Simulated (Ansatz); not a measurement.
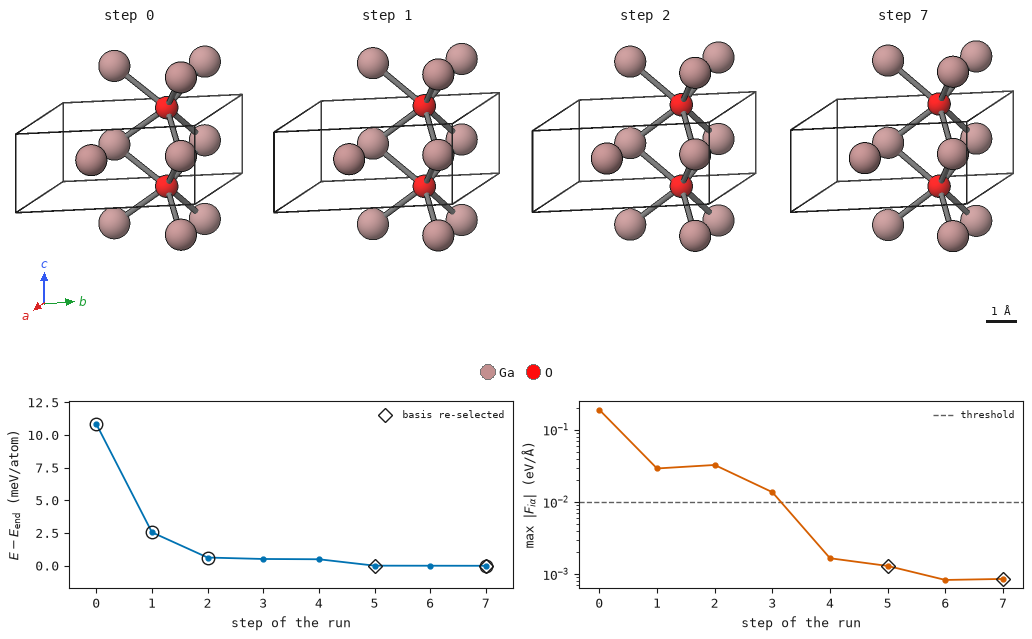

Frames of a relaxation of crystalline Ga$_{4}$O (a generated structure, set up in P-6m2), marked on the history of the run. A ball-and-stick model of the cell of the calculation, seen slightly off an axis.

Method: DFT PBE, scalar-relativistic, plane waves, PAW in Ansatz 0.2.0. (plane-wave cutoff 420 eV; k-point mesh 6 × 6 × 14; occupations gaussian; smearing width 0.1 eV; no spin polarisation; cell and atoms relaxed; force threshold 0.01 eV/Å; at most 80 steps)

**What happens along the run?**

After 5 accepted moves (7 points after the start) the energy has fallen by 10.9 meV per atom. Largest force component: 0.19 eV/Å at the start, 0.00086 eV/Å at the end. Pressure: 0.63 GPa at the start and 0.01 GPa at the end. The SCF was repeated twice at an unchanged geometry on a basis and grid sized afresh for the cell, which shifted the energy by 0.5 meV per atom at most. The largest moves relative to the cell, 0.020 Å, are those of Ga atoms. O stays in place. Cell: a = b 6.212 → 6.117 Å (−1.5 %), c 2.674 → 2.794 Å (+4.5 %). Volume +1.3 %. Among the angles between lasting bonds that change: O–Ga–O 72.8° → 76.7°, Ga–O–Ga 72.8° → 76.7°, Ga–O–Ga 88.4° → 85.5°. The space group stays P-6m2 (No. 187). From step 0 to 1: Ga atoms move most (0.03 Å), volume +1.5 %, energy −8.3 meV per atom. From step 1 to 2: volume −0.8 %, energy −1.9 meV per atom. From step 2 to 7: volume +0.6 %, energy −0.6 meV per atom.

Limits of the set-up: layers or molecules are held without a dispersion correction, so their spacing is unreliable.
